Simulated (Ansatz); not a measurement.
# Rhodium, fcc under r²SCAN: testing the Fermi-Dirac smearing, part 1 of 2

How small must the Fermi-Dirac smearing width be for energy and pressure to settle? The geometry was relaxed under r²SCAN beforehand and stays fixed; 6 values are run, from 0.01 to 1.0 eV. Wanted are the values from which on the energy stays within 10 and 1 meV/atom, and the pressure within 0.5 GPa, of the narrowest run. Within the series other settings stay, but some runs also write fields, which adds to their time. Spin polarisation is left out.

Program: Ansatz 0.2.0. Level of theory: DFT r²SCAN, plane waves with PAW, scalar-relativistic. These are calculated values, not measurements.

**1. The system as given**

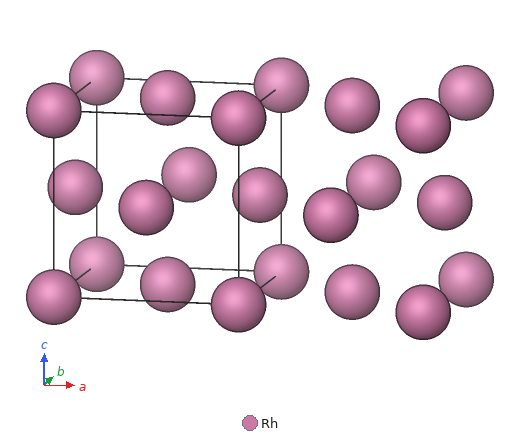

Start, viewed slightly off an axis; rhodium pink. 2×1×1 conventional cells are drawn; the run uses a primitive one. Any atoms on the faces are drawn again on the opposite ones.

As a file:

```
Rh
1.0
     0.00000    1.90081    1.90081
     1.90081    0.00000    1.90081
     1.90081    1.90081    0.00000
Rh
1
Direct
  0.00000 0.00000 0.00000
```

**2. With a width of 0.01 eV**

The run at 0.01 eV.

input.yaml

```yaml
crystal:
  lattice:
    - [0.0, 1.9008071574, 1.9008071574]
    - [1.9008071574, 0.0, 1.9008071574]
    - [1.9008071574, 1.9008071574, 0.0]
  atoms:
    - { symbol: Rh, position: [0.0, 0.0, 0.0] }
hamiltonian:
  xc: r2scan
  pseudopotentials:
    kind: paw
    azcp:
      Rh: "pseudopotentials/Rh.paw.azcp"
basis:
  ecutwfc: 500
  fft_grid_basis: typed
kpoints:
  mp_grid: { grid: [14, 14, 14], shift: [0, 0, 0] }
magnetization:
  spin_polarized: false
scf:
  occupations: { method: fermi_dirac, width: 0.01 }
  lower_state_search: "off"
output:
  stress: true
```

The run is started by

```bash
$ ansatz run input.yaml --threads 2 --pin off --max-ram 5120MiB --backend cpu --events-out ev --progress --plain --runs-dir out
```

Log:

```text
Warning: RAYON_NUM_THREADS=2 ignored (pool sized by the plan → 2); use --threads N
Engine: ansatz 0.2.0, aarch64-unknown-linux-gnu
Pseudopotentials: kind: paw
Pseudopotential: Rh, paw, valence charge 17, recommended cutoff 500 eV (meta_gga), <dir>
Functional definition: r2SCAN
  parameter k0 = 0.174
  parameter k1 = 0.065
  parameter a1 = 4.9479
  exchange = r2scan_x(k0 = k0, k1 = k1, a1 = a1)
  correlation = r2scan_c
Crystal: 1 atoms, lattice volume = 13.735 Å³
Basis set: ecut = 500 eV, 339 PW (Γ), exchange–correlation on 80×80×80 points (64 copies of the dense FFT grid, shifted against one another)
Bands: 13, of which v1, the nominal top of the filled ones, is band 9 counted from 1 (8 counted from 0)
Symmetry: 48 space group operations
Space group: Fm-3m (ITA 225), of the structure as read, at distance tolerance 2.4e-5 Å
k-points: 104 of 2744
Non-local potential: Rh, projectors of the file, l = 0: 3, l = 1: 2, l = 2: 2, l = 3: 1
PAW form: soft (Blöchl's): semilocal exchange-correlation on the pseudo side does not see the compensation charge
PAW frozen core: Rh, regenerated for the run's functional (the file was generated under x = pbe(κ = 0.804, μ = 0.2195149727645171), c = pbe(β = 0.06672455060314922))
PAW one-centre angular grid: Rh, 590 points (default); XC on 160 Gauss nodes
Initial density: superposition of atomic densities (neutral atoms: chi_scale 0, normalization atom), corrected by the library's trained network
Initial wavefunctions: pseudopotential atomic-orbital guess
Functional: x = r2scan, c = r2scan; τ floored in thin density (d = 2e-4 eV/Å³)
SCF iter   1: F=-6415.272550 eV  HF=-6415.262194 eV  |F-HF|=1.04e-2  |Δ(HF+E_count)|=         —  Δρ=1.02e-2  dr2=4.84e-3  dr2_τ=9.46e-3  ethr=1.77e-3  ⟨swp⟩=5.6  Hψ=8335  notcnv=0
preconditioner: auto → none  [insulator: Δε(μ)=0.042 eV  Ē_g=14.675 eV  σ=0.010 eV  W_gap=0.78  n_scr=0 (ndim 8)  ℏωp=30.1 eV  f_vac=0.000  D(μ)=0.68/eV (n_scr^D=8)  ε∞_Penn≈5.2]
SCF iter   2: F=-6415.273804 eV  HF=-6415.273511 eV  |F-HF|=2.93e-4  |Δ(HF+E_count)|=   1.13e-2  Δρ=5.45e-3  dr2=1.27e-3  dr2_τ=2.56e-4  ethr=2.85e-5  ⟨swp⟩=2.0  Hψ=3482  notcnv=0  defer=53
SCF iter   3: F=-6415.273818 eV  HF=-6415.273902 eV  |F-HF|=8.45e-5  |Δ(HF+E_count)|=   3.91e-4  Δρ=1.09e-3  dr2=1.21e-4  dr2_τ=2.57e-5  ethr=7.46e-6  ⟨swp⟩=2.6  Hψ=2850  notcnv=0  defer=53
SCF iter   4: F=-6415.273875 eV  HF=-6415.273877 eV  |F-HF|=2.49e-6  |Δ(HF+E_count)|=   2.52e-5  Δρ=2.93e-4  dr2=8.99e-6  dr2_τ=1.25e-6  ethr=7.11e-7  ⟨swp⟩=2.1  Hψ=2713  notcnv=0  defer=53
SCF iter   5: F=-6415.273878 eV  HF=-6415.273878 eV  |F-HF|=4.77e-7  |Δ(HF+E_count)|=   8.19e-7  Δρ=7.89e-5  dr2=3.20e-7  dr2_τ=5.72e-8  ethr=5.29e-8  ⟨swp⟩=2.1  Hψ=1700  notcnv=0  defer=53
SCF iter   6: F=-6415.273878 eV  HF=-6415.273878 eV  |F-HF|=4.38e-9  |Δ(HF+E_count)|=   6.01e-7  Δρ=7.95e-6  dr2=6.99e-9  dr2_τ=7.24e-10  ethr=5.88e-10  ⟨swp⟩=4.4  Hψ=4492  notcnv=0
SCF 1 converged in 6 iterations: F = -6415.273878 eV  dr2 = 6.99e-9
SCF converged after 6 iterations
Free energy (F): -6415.273878 eV
Harris-Foulkes:  -6415.273878 eV  (|F-HF|=4.38e-9)
Internal energy: -6415.273576 eV  (E = F + TS)
E sigma→0 (E₀):  -6415.273727 eV
Entropy (-TS):   -0.000303 eV (-0.303 meV/atom)
Fermi energy:    22.207547 eV
--- Per-component energies (eV) ---
  E_band       = -101.800745
  E_kinetic    = 573.306072
  E_local      = -1563.388743  (includes V_loc(G=0)·N_el)
  E_nonlocal   = 355.447542
  E_hartree    = 550.271217
  E_xc         = -216.830948
  E_vxc        = -314.155981  (∫ρ·V_xc dr)
  E_paw        = -3604.263371  (= ΣΔE_a)
  E_vpaw       = -274.807298  (= ΣTr[D̂ρ^β])
  E_aug_tail   = 0.000692  (compensation charges beyond the density's cutoff)
  E_vtau       = 21.251485  (kinetic-family band-sum trace: ∫τ·v_τ [+ j·A + Jᵃ·Aᵃ] dr)
  E_ewald      = -2509.446077
  E_core_change = -0.369959  (= ΣΔE_core)
  E_smearing   = -0.000303  (= −TS)
  E_closure    = 0.000000  (closes the sum)
  Σ components = -6415.273878   (vs F -6415.273878, Δ=0.00e0)
--- Stress (GPa, compression-positive) ---
       -0.381659       0.000000      -0.000000
       -0.000000      -0.381659      -0.000000
        0.000000       0.000000      -0.381659
  P = ⅓ Tr σ = -0.3817 GPa (-3.817 kbar)
```

It took 1.6 s on 2 threads of Arm Neoverse V1, shared host; peak memory 0.3 GiB.

**3. With a width of 0.03 eV**

The run at 0.03 eV.

input.yaml, as its differences from that of step 2:

```diff
@@ -21,3 +21,3 @@
 scf:
-  occupations: { method: fermi_dirac, width: 0.01 }
+  occupations: { method: fermi_dirac, width: 0.03 }
   lower_state_search: "off"
```

The run is started by

```bash
$ ansatz run input.yaml --threads 2 --pin off --max-ram 5120MiB --backend cpu --events-out ev --progress --plain --runs-dir out
```

Log:

```text
Warning: RAYON_NUM_THREADS=2 ignored (pool sized by the plan → 2); use --threads N
[... 9 set-up lines as earlier in the session ...]
Crystal: 1 atoms, lattice volume = 13.735 Å³
Basis set: ecut = 500 eV, 339 PW (Γ), exchange–correlation on 80×80×80 points (64 copies of the dense FFT grid, shifted against one another)
Bands: 13, of which v1, the nominal top of the filled ones, is band 9 counted from 1 (8 counted from 0)
[... 2 set-up lines as earlier in the session ...]
k-points: 104 of 2744
[... 7 set-up lines as earlier in the session ...]
SCF iter   1: F=-6415.274426 eV  HF=-6415.264038 eV  |F-HF|=1.04e-2  |Δ(HF+E_count)|=         —  Δρ=1.03e-2  dr2=4.76e-3  dr2_τ=9.60e-3  ethr=1.77e-3  ⟨swp⟩=5.7  Hψ=8210  notcnv=0
preconditioner: auto → none  [metal: Δε(μ)=0.042 eV  Ē_g=14.675 eV  σ=0.030 eV  W_gap=0.33  n_scr=0 (ndim 8)  ℏωp=30.1 eV  f_vac=0.000  D(μ)=1.41/eV (n_scr^D=14)]
SCF iter   2: F=-6415.275634 eV  HF=-6415.275334 eV  |F-HF|=3.00e-4  |Δ(HF+E_count)|=   1.13e-2  Δρ=5.57e-3  dr2=1.28e-3  dr2_τ=2.52e-4  ethr=2.80e-5  ⟨swp⟩=2.1  Hψ=3518  notcnv=0  defer=11
SCF iter   3: F=-6415.275663 eV  HF=-6415.275725 eV  |F-HF|=6.26e-5  |Δ(HF+E_count)|=   3.91e-4  Δρ=9.99e-4  dr2=9.51e-5  dr2_τ=2.44e-5  ethr=7.55e-6  ⟨swp⟩=2.7  Hψ=2864  notcnv=0  defer=11
SCF iter   4: F=-6415.275707 eV  HF=-6415.275710 eV  |F-HF|=3.09e-6  |Δ(HF+E_count)|=   1.47e-5  Δρ=3.00e-4  dr2=9.94e-6  dr2_τ=1.19e-6  ethr=5.59e-7  ⟨swp⟩=2.3  Hψ=2069  notcnv=0  defer=11
SCF iter   5: F=-6415.275711 eV  HF=-6415.275710 eV  |F-HF|=4.94e-7  |Δ(HF+E_count)|=   1.69e-7  Δρ=8.24e-5  dr2=3.87e-7  dr2_τ=5.15e-8  ethr=5.85e-8  ⟨swp⟩=2.2  Hψ=1740  notcnv=0  defer=11
SCF iter   6: F=-6415.275711 eV  HF=-6415.275711 eV  |F-HF|=7.14e-9  |Δ(HF+E_count)|=   6.30e-7  Δρ=1.01e-5  dr2=1.10e-8  dr2_τ=6.48e-10  ethr=5.88e-10  ⟨swp⟩=4.4  Hψ=4511  notcnv=0
SCF 1 converged in 6 iterations: F = -6415.275711 eV  dr2 = 1.10e-8
SCF converged after 6 iterations
Free energy (F): -6415.275711 eV
Harris-Foulkes:  -6415.275711 eV  (|F-HF|=7.14e-9)
Internal energy: -6415.271601 eV  (E = F + TS)
E sigma→0 (E₀):  -6415.273656 eV
Entropy (-TS):   -0.004110 eV (-4.110 meV/atom)
Fermi energy:    22.213556 eV
--- Per-component energies (eV) ---
  E_band       = -101.818737
  E_kinetic    = 573.297124
  E_local      = -1563.350853  (includes V_loc(G=0)·N_el)
  E_nonlocal   = 355.440502
  E_hartree    = 550.247438
  E_xc         = -216.831069
  E_vxc        = -314.155332  (∫ρ·V_xc dr)
  E_paw        = -3604.259397  (= ΣΔE_a)
  E_vpaw       = -274.800401  (= ΣTr[D̂ρ^β])
  E_aug_tail   = 0.000692  (compensation charges beyond the density's cutoff)
  E_vtau       = 21.250986  (kinetic-family band-sum trace: ∫τ·v_τ [+ j·A + Jᵃ·Aᵃ] dr)
  E_ewald      = -2509.446077
  E_core_change = -0.369959  (= ΣΔE_core)
  E_smearing   = -0.004110  (= −TS)
  E_closure    = 0.000000  (closes the sum)
  Σ components = -6415.275711   (vs F -6415.275711, Δ=0.00e0)
--- Stress (GPa, compression-positive) ---
       -0.339338      -0.000000       0.000000
       -0.000000      -0.339338      -0.000000
        0.000000       0.000000      -0.339338
  P = ⅓ Tr σ = -0.3393 GPa (-3.393 kbar)
```

Wall time 1.6 s (2 threads of Arm Neoverse V1, shared host); peak memory 0.3 GiB.

**4. With a width of 0.2 eV**

The run at 0.2 eV.

input.yaml, as its differences from that of step 3:

```diff
@@ -21,3 +21,3 @@
 scf:
-  occupations: { method: fermi_dirac, width: 0.03 }
+  occupations: { method: fermi_dirac, width: 0.2 }
   lower_state_search: "off"
@@ -25 +25,5 @@
   stress: true
+  write_density: true
+  write_potential: true
+  elf: true
+  volumetric_format: npy
```

The run is started by

```bash
$ ansatz run input.yaml --threads 2 --pin off --max-ram 5120MiB --backend cpu --events-out ev --progress --plain --runs-dir out
```

Log:

```text
Warning: RAYON_NUM_THREADS=2 ignored (pool sized by the plan → 2); use --threads N
[... 9 set-up lines as earlier in the session ...]
Crystal: 1 atoms, lattice volume = 13.735 Å³
Basis set: ecut = 500 eV, 339 PW (Γ), exchange–correlation on 80×80×80 points (64 copies of the dense FFT grid, shifted against one another)
Bands: 13, of which v1, the nominal top of the filled ones, is band 9 counted from 1 (8 counted from 0)
[... 2 set-up lines as earlier in the session ...]
k-points: 104 of 2744
[... 7 set-up lines as earlier in the session ...]
SCF iter   1: F=-6415.356657 eV  HF=-6415.346870 eV  |F-HF|=9.79e-3  |Δ(HF+E_count)|=         —  Δρ=1.00e-2  dr2=4.81e-3  dr2_τ=9.27e-3  ethr=1.77e-3  ⟨swp⟩=4.7  Hψ=7838  notcnv=0
preconditioner: auto → none  [metal: Δε(μ)=0.042 eV  Ē_g=14.675 eV  σ=0.200 eV  W_gap=0.05  n_scr=0 (ndim 8)  ℏωp=30.1 eV  f_vac=0.000  D(μ)=1.32/eV (n_scr^D=14)]
SCF iter   2: F=-6415.357811 eV  HF=-6415.357549 eV  |F-HF|=2.62e-4  |Δ(HF+E_count)|=   1.07e-2  Δρ=5.29e-3  dr2=1.21e-3  dr2_τ=2.68e-4  ethr=2.83e-5  ⟨swp⟩=2.1  Hψ=3038  notcnv=0
SCF iter   3: F=-6415.357802 eV  HF=-6415.357913 eV  |F-HF|=1.11e-4  |Δ(HF+E_count)|=   3.64e-4  Δρ=1.18e-3  dr2=1.54e-4  dr2_τ=3.13e-5  ethr=7.09e-6  ⟨swp⟩=2.2  Hψ=2628  notcnv=0
SCF iter   4: F=-6415.357872 eV  HF=-6415.357875 eV  |F-HF|=2.59e-6  |Δ(HF+E_count)|=   3.77e-5  Δρ=2.93e-4  dr2=9.09e-6  dr2_τ=1.30e-6  ethr=9.06e-7  ⟨swp⟩=2.3  Hψ=2516  notcnv=0
SCF iter   5: F=-6415.357877 eV  HF=-6415.357877 eV  |F-HF|=4.75e-7  |Δ(HF+E_count)|=   1.86e-6  Δρ=7.23e-5  dr2=2.83e-7  dr2_τ=4.00e-8  ethr=5.35e-8  ⟨swp⟩=2.2  Hψ=1808  notcnv=0
SCF iter   6: F=-6415.357878 eV  HF=-6415.357878 eV  |F-HF|=7.66e-9  |Δ(HF+E_count)|=   5.93e-7  Δρ=1.06e-5  dr2=1.29e-8  dr2_τ=1.00e-9  ethr=5.88e-10  ⟨swp⟩=9.0  Hψ=9331  notcnv=0
SCF 1 converged in 6 iterations: F = -6415.357878 eV  dr2 = 1.29e-8
SCF converged after 6 iterations
Free energy (F): -6415.357878 eV
Harris-Foulkes:  -6415.357878 eV  (|F-HF|=7.66e-9)
Internal energy: -6415.183972 eV  (E = F + TS)
E sigma→0 (E₀):  -6415.270925 eV
Entropy (-TS):   -0.173906 eV (-173.906 meV/atom)
Fermi energy:    22.223035 eV
--- Per-component energies (eV) ---
  E_band       = -101.665855
  E_kinetic    = 573.337636
  E_local      = -1563.460677  (includes V_loc(G=0)·N_el)
  E_nonlocal   = 355.543913
  E_hartree    = 550.312295
  E_xc         = -216.816606
  E_vxc        = -314.135186  (∫ρ·V_xc dr)
  E_paw        = -3604.285188  (= ΣΔE_a)
  E_vpaw       = -274.830654  (= ΣTr[D̂ρ^β])
  E_aug_tail   = 0.000692  (compensation charges beyond the density's cutoff)
  E_vtau       = 21.249902  (kinetic-family band-sum trace: ∫τ·v_τ [+ j·A + Jᵃ·Aᵃ] dr)
  E_ewald      = -2509.446077
  E_core_change = -0.369959  (= ΣΔE_core)
  E_smearing   = -0.173906  (= −TS)
  E_closure    = -0.000000  (closes the sum)
  Σ components = -6415.357878   (vs F -6415.357878, Δ=0.00e0)
--- Stress (GPa, compression-positive) ---
        1.326158       0.000000       0.000000
        0.000000       1.326158       0.000000
       -0.000000      -0.000000       1.326158
  P = ⅓ Tr σ = 1.3262 GPa (13.262 kbar)
--- Band table (eV; the first three rows and the last of 104) ---
  k-point 0: bands = ["-58.8860", "-25.5246", "-25.5246", "-25.5246", "14.0819", "19.0743", "19.0743", "19.0743", "21.1752", "21.1752", "38.7115", "44.3509", "44.3509"]
  k-point 1: bands = ["-58.8799", "-25.5645", "-25.5300", "-25.5300", "14.2955", "18.9813", "19.1569", "19.1569", "21.1308", "21.1308", "39.0133", "43.3142", "44.6583"]
  k-point 2: bands = ["-58.8629", "-25.6754", "-25.5450", "-25.5450", "14.8847", "18.7842", "19.3463", "19.3463", "21.0668", "21.0668", "39.7460", "41.3351", "45.5345"]
  k-point 103: bands = ["-58.7215", "-26.0866", "-25.9869", "-25.8179", "16.9498", "17.7386", "18.9744", "21.0875", "23.3000", "31.3309", "33.3297", "34.1598", "35.5386"]
```

Wall time 2.1 s (2 threads of Arm Neoverse V1, shared host); peak memory 0.31 GiB.

**5. With a width of 0.3 eV**

The run at 0.3 eV.

input.yaml, as its differences from that of step 4:

```diff
@@ -21,3 +21,3 @@
 scf:
-  occupations: { method: fermi_dirac, width: 0.2 }
+  occupations: { method: fermi_dirac, width: 0.3 }
   lower_state_search: "off"
@@ -25,5 +25 @@
   stress: true
-  write_density: true
-  write_potential: true
-  elf: true
-  volumetric_format: npy
```

The run is started by

```bash
$ ansatz run input.yaml --threads 2 --pin off --max-ram 5120MiB --backend cpu --events-out ev --progress --plain --runs-dir out
```

Log:

```text
Warning: RAYON_NUM_THREADS=2 ignored (pool sized by the plan → 2); use --threads N
[... 9 set-up lines as earlier in the session ...]
Crystal: 1 atoms, lattice volume = 13.735 Å³
Basis set: ecut = 500 eV, 339 PW (Γ), exchange–correlation on 80×80×80 points (64 copies of the dense FFT grid, shifted against one another)
Bands: 13, of which v1, the nominal top of the filled ones, is band 9 counted from 1 (8 counted from 0)
[... 2 set-up lines as earlier in the session ...]
k-points: 104 of 2744
[... 7 set-up lines as earlier in the session ...]
SCF iter   1: F=-6415.464229 eV  HF=-6415.455147 eV  |F-HF|=9.08e-3  |Δ(HF+E_count)|=         —  Δρ=1.07e-2  dr2=5.96e-3  dr2_τ=8.73e-3  ethr=1.77e-3  ⟨swp⟩=4.7  Hψ=7762  notcnv=0
preconditioner: auto → none  [metal: Δε(μ)=0.042 eV  Ē_g=14.675 eV  σ=0.300 eV  W_gap=0.04  n_scr=0 (ndim 8)  ℏωp=30.1 eV  f_vac=0.000  D(μ)=1.32/eV (n_scr^D=14)]
SCF iter   2: F=-6415.465515 eV  HF=-6415.465285 eV  |F-HF|=2.30e-4  |Δ(HF+E_count)|=   1.01e-2  Δρ=5.44e-3  dr2=1.25e-3  dr2_τ=3.41e-4  ethr=3.51e-5  ⟨swp⟩=2.2  Hψ=3043  notcnv=0
SCF iter   3: F=-6415.465467 eV  HF=-6415.465639 eV  |F-HF|=1.72e-4  |Δ(HF+E_count)|=   3.54e-4  Δρ=1.41e-3  dr2=2.59e-4  dr2_τ=3.77e-5  ethr=7.33e-6  ⟨swp⟩=2.0  Hψ=2588  notcnv=0
SCF iter   4: F=-6415.465575 eV  HF=-6415.465577 eV  |F-HF|=1.23e-6  |Δ(HF+E_count)|=   6.19e-5  Δρ=2.51e-4  dr2=5.34e-6  dr2_τ=1.17e-6  ethr=1.52e-6  ⟨swp⟩=2.4  Hψ=2487  notcnv=0
SCF iter   5: F=-6415.465581 eV  HF=-6415.465580 eV  |F-HF|=3.54e-7  |Δ(HF+E_count)|=   3.82e-6  Δρ=5.92e-5  dr2=9.37e-8  dr2_τ=3.44e-8  ethr=3.14e-8  ⟨swp⟩=2.3  Hψ=2002  notcnv=0
SCF iter   6: F=-6415.465581 eV  HF=-6415.465581 eV  |F-HF|=2.55e-9  |Δ(HF+E_count)|=   4.07e-7  Δρ=6.64e-6  dr2=4.68e-9  dr2_τ=7.29e-10  ethr=5.51e-10  ⟨swp⟩=2.3  Hψ=5072  notcnv=0
SCF 1 converged in 6 iterations: F = -6415.465581 eV  dr2 = 4.68e-9
SCF converged after 6 iterations
Free energy (F): -6415.465581 eV
Harris-Foulkes:  -6415.465581 eV  (|F-HF|=2.55e-9)
Internal energy: -6415.083007 eV  (E = F + TS)
E sigma→0 (E₀):  -6415.274294 eV
Entropy (-TS):   -0.382574 eV (-382.574 meV/atom)
Fermi energy:    22.218379 eV
--- Per-component energies (eV) ---
  E_band       = -101.368972
  E_kinetic    = 573.440569
  E_local      = -1563.803713  (includes V_loc(G=0)·N_el)
  E_nonlocal   = 355.713455
  E_hartree    = 550.525973
  E_xc         = -216.801668
  E_vxc        = -314.113347  (∫ρ·V_xc dr)
  E_paw        = -3604.342278  (= ΣΔE_a)
  E_vpaw       = -274.909511  (= ΣTr[D̂ρ^β])
  E_aug_tail   = 0.000692  (compensation charges beyond the density's cutoff)
  E_vtau       = 21.248365  (kinetic-family band-sum trace: ∫τ·v_τ [+ j·A + Jᵃ·Aᵃ] dr)
  E_ewald      = -2509.446077
  E_core_change = -0.369959  (= ΣΔE_core)
  E_smearing   = -0.382574  (= −TS)
  E_closure    = 0.000000  (closes the sum)
  Σ components = -6415.465581   (vs F -6415.465581, Δ=0.00e0)
--- Stress (GPa, compression-positive) ---
        3.262459      -0.000000       0.000000
       -0.000000       3.262459      -0.000000
        0.000000       0.000000       3.262459
  P = ⅓ Tr σ = 3.2625 GPa (32.625 kbar)
```

Run time: 1.6 s. Hardware: 2 threads of Arm Neoverse V1, shared host; peak memory 0.3 GiB.

**6. With a width of 0.6 eV**

The run at 0.6 eV.

input.yaml, as its differences from that of step 5:

```diff
@@ -21,3 +21,3 @@
 scf:
-  occupations: { method: fermi_dirac, width: 0.3 }
+  occupations: { method: fermi_dirac, width: 0.6 }
   lower_state_search: "off"
```

The run is started by

```bash
$ ansatz run input.yaml --threads 2 --pin off --max-ram 5120MiB --backend cpu --events-out ev --progress --plain --runs-dir out
```

Log:

```text
Warning: RAYON_NUM_THREADS=2 ignored (pool sized by the plan → 2); use --threads N
band count auto-derived: 14 (N_el = 17.0; filled up to band 9; 13 by the electrons, moments and atoms)
[... 9 set-up lines as earlier in the session ...]
Crystal: 1 atoms, lattice volume = 13.735 Å³
Basis set: ecut = 500 eV, 339 PW (Γ), exchange–correlation on 80×80×80 points (64 copies of the dense FFT grid, shifted against one another)
Bands: 14, of which v1, the nominal top of the filled ones, is band 9 counted from 1 (8 counted from 0)
[... 2 set-up lines as earlier in the session ...]
k-points: 104 of 2744
[... 7 set-up lines as earlier in the session ...]
SCF iter   1: F=-6415.997471 eV  HF=-6415.992126 eV  |F-HF|=5.35e-3  |Δ(HF+E_count)|=         —  Δρ=1.75e-2  dr2=1.52e-2  dr2_τ=7.83e-3  ethr=1.77e-3  ⟨swp⟩=4.7  Hψ=7902  notcnv=0
preconditioner: auto → none  [metal: Δε(μ)=0.053 eV  Ē_g=16.873 eV  σ=0.600 eV  W_gap=0.02  n_scr=0 (ndim 8)  ℏωp=30.1 eV  f_vac=0.000  D(μ)=1.18/eV (n_scr^D=14)]
SCF iter   2: F=-6416.000555 eV  HF=-6416.000448 eV  |F-HF|=1.07e-4  |Δ(HF+E_count)|=   8.32e-3  Δρ=8.54e-3  dr2=2.19e-3  dr2_τ=8.07e-4  ethr=8.97e-5  ⟨swp⟩=2.4  Hψ=3191  notcnv=0
SCF iter   3: F=-6416.000660 eV  HF=-6416.000743 eV  |F-HF|=8.29e-5  |Δ(HF+E_count)|=   2.95e-4  Δρ=3.17e-3  dr2=5.00e-4  dr2_τ=3.88e-5  ethr=1.29e-5  ⟨swp⟩=1.9  Hψ=2647  notcnv=0
SCF iter   4: F=-6416.000744 eV  HF=-6416.000744 eV  |F-HF|=1.85e-7  |Δ(HF+E_count)|=   1.12e-6  Δρ=1.94e-4  dr2=3.67e-6  dr2_τ=6.96e-7  ethr=2.94e-6  ⟨swp⟩=2.5  Hψ=2585  notcnv=0
SCF iter   5: F=-6416.000746 eV  HF=-6416.000746 eV  |F-HF|=6.13e-7  |Δ(HF+E_count)|=   1.59e-6  Δρ=9.23e-5  dr2=3.67e-7  dr2_τ=1.06e-7  ethr=2.16e-8  ⟨swp⟩=2.0  Hψ=2289  notcnv=0
SCF iter   6: F=-6416.000747 eV  HF=-6416.000747 eV  |F-HF|=3.50e-9  |Δ(HF+E_count)|=   8.30e-7  Δρ=3.24e-5  dr2=3.19e-8  dr2_τ=4.46e-8  ethr=5.88e-10  ⟨swp⟩=4.5  Hψ=4896  notcnv=0
SCF 1 converged in 6 iterations: F = -6416.000747 eV  dr2 = 3.19e-8
SCF converged after 6 iterations
Free energy (F): -6416.000747 eV
Harris-Foulkes:  -6416.000747 eV  (|F-HF|=3.50e-9)
Internal energy: -6414.654712 eV  (E = F + TS)
E sigma→0 (E₀):  -6415.327730 eV
Entropy (-TS):   -1.346034 eV (-1346.034 meV/atom)
Fermi energy:    22.313989 eV
--- Per-component energies (eV) ---
  E_band       = -100.141223
  E_kinetic    = 573.900090
  E_local      = -1565.188657  (includes V_loc(G=0)·N_el)
  E_nonlocal   = 356.377359
  E_hartree    = 551.394629
  E_xc         = -216.748814
  E_vxc        = -314.026178  (∫ρ·V_xc dr)
  E_paw        = -3604.573977  (= ΣΔE_a)
  E_vpaw       = -275.227837  (= ΣTr[D̂ρ^β])
  E_aug_tail   = 0.000694  (compensation charges beyond the density's cutoff)
  E_vtau       = 21.237169  (kinetic-family band-sum trace: ∫τ·v_τ [+ j·A + Jᵃ·Aᵃ] dr)
  E_ewald      = -2509.446077
  E_core_change = -0.369959  (= ΣΔE_core)
  E_smearing   = -1.346034  (= −TS)
  E_closure    = -0.000000  (closes the sum)
  Σ components = -6416.000747   (vs F -6416.000747, Δ=0.00e0)
--- Stress (GPa, compression-positive) ---
       11.229649       0.000000      -0.000000
        0.000000      11.229649       0.000000
       -0.000000      -0.000000      11.229649
  P = ⅓ Tr σ = 11.2296 GPa (112.296 kbar)
```

Run time: 1.7 s. Hardware: 2 threads of Arm Neoverse V1, shared host; peak memory 0.3 GiB.

(Continued in part 2 of 2.)
